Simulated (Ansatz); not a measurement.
Ge4H (slab)

```xyz
20
Lattice="8.0601 0.0000 0.0000 -4.0301 6.9803 0.0000 0.0000 0.0000 22.1132" Properties=species:S:1:pos:R:3 pbc="T T T"
Ge    4.0301    2.3267    8.0001
Ge    2.0151    5.8169    8.0001
Ge    0.0000    2.3267    8.0001
Ge   -2.0150    5.8169    8.0001
Ge    2.0150    3.4901    8.8227
Ge    4.0301    0.0000    8.8227
Ge   -2.0150    3.4901    8.8227
Ge    0.0000    0.0000    8.8227
Ge    6.0060    3.5364   11.4190
Ge    8.0119    0.0527   11.4206
Ge    1.9684    3.5415   11.4208
Ge    3.9907    0.0469   11.4188
Ge    3.9896    4.7022   12.1864
Ge    6.0003    1.2127   12.2129
Ge   -0.0438    4.7026   12.2093
Ge    1.9737    1.2108   12.1877
H     4.5404    3.8690   15.0942
H     4.6131    3.6491   15.8100
H     2.8722    0.8892   15.1236
H     3.0291    0.8157   15.8563
```

Method: Ansatz, DFT PBE+D3(BJ), scalar-relativistic, plane waves, PAW.

### Predict the valence pseudo-density and electron localisation function between the atoms.

H–H (0.75 Å): ρ at the midpoint is about 1.8 e/Å³; the ELF peaks at about 1 between the atoms.

### Does the calculation make it a metal, or give it a gap?

It is gapless in this calculation (a metal or semimetal).

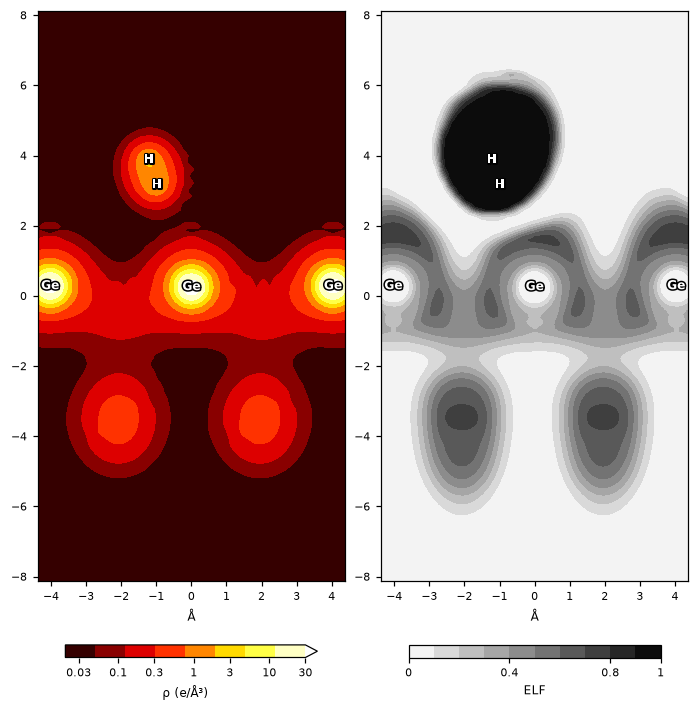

Computed valence pseudo-density and electron localisation function on the (100) plane of the calculation cell, a cut from vacuum to vacuum, in this order. 

Core electrons are frozen (PAW), and the valence fields are smoothed inside the atomic spheres.
